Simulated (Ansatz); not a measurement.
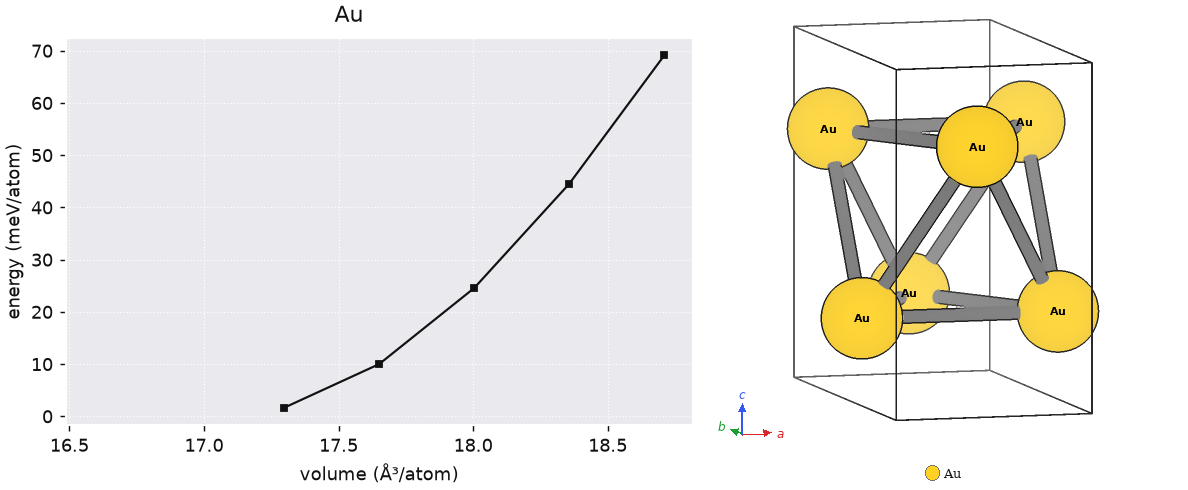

The picture above shows the energy against volume for Au, space group Cmcm (No. 63). The conventional cell is drawn beside the plot.

Starting cell:
```
Au
1.0
     1.41131   -2.55593    0.00000
     1.41131    2.55593    0.00000
     0.00000    0.00000    4.89317
Au
2
Direct
  0.33467 0.66533 0.25000
  0.66533 0.33467 0.75000
```

How it was computed, with Ansatz 0.2.0: all-electron LAPW DFT, no spin polarisation; energies at scaled volumes of the given cell, shape and fractions fixed, counted from the fit's minimum, third-order Birch-Murnaghan fit. Level: PBEsol.

```csv
setting,value
k mesh,11×11×6
occupations,Fermi–Dirac
smearing width,0.05 eV
potentials,"all electron LAPW, scalar relativistic"
program settings,basis error eV/atom 0.001
```

The points at volume 16.59 Å³/atom and 16.94 Å³/atom are left out of the plot. What values does the calculation give there?

```
volume (Å³/atom)  energy (meV/atom)
           16.59               7.53
           16.94               0.46
```

Limits of the calculation: spin-orbit coupling left out, heavy elements; shape and atomic fractions are frozen while scaling, which makes layered, chain and framework solids too stiff.
